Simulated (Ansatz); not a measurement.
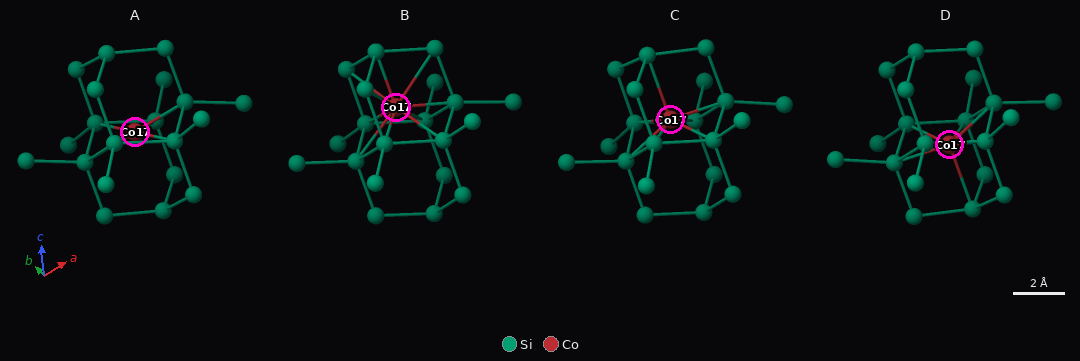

4 geometries from a converged minimum-energy path of a defect cell of composition CoSi₁₆ (17 atoms in the cell), shuffled. Style: ball-and-stick. Shown: the atoms within 4.7 Å of the middle of the path, slightly off an axis. The moving atom is ringed, with any periodic copies. Bonds to atoms that aren't drawn are left out.

Computed with DFT PBEsol, scalar-relativistic, plane waves, PAW in Ansatz. Settings: plane-wave cutoff 420 eV; k-point mesh 3 × 3 × 3; Gaussian smearing 0.02 eV; spin collinear; 3 movable images; climbing image.

### Which of them lies highest in energy?

A. In order along the path, whose images run from 0 to 4: D (image 1, +0.062 eV), A (image 2, +0.222 eV), C (image 3, +0.062 eV), B (image 4, 0.000 eV). The Co atom travels furthest, 2.15 Å from end to end, along [−1 −1 3], on a straight line. At the highest image its nearest neighbour (Si) is 2.30 Å away, against 2.37 Å at the start, and the surrounding atoms stand up to 0.10 Å off the mean of their end positions.

Limits of the set-up: the periodic images lie only 7.7 Å apart, so the values are limited by the cell's size.

Cost: 28 min on 4 threads of Arm Neoverse V1, on a shared host, peak memory 2.5 GiB.
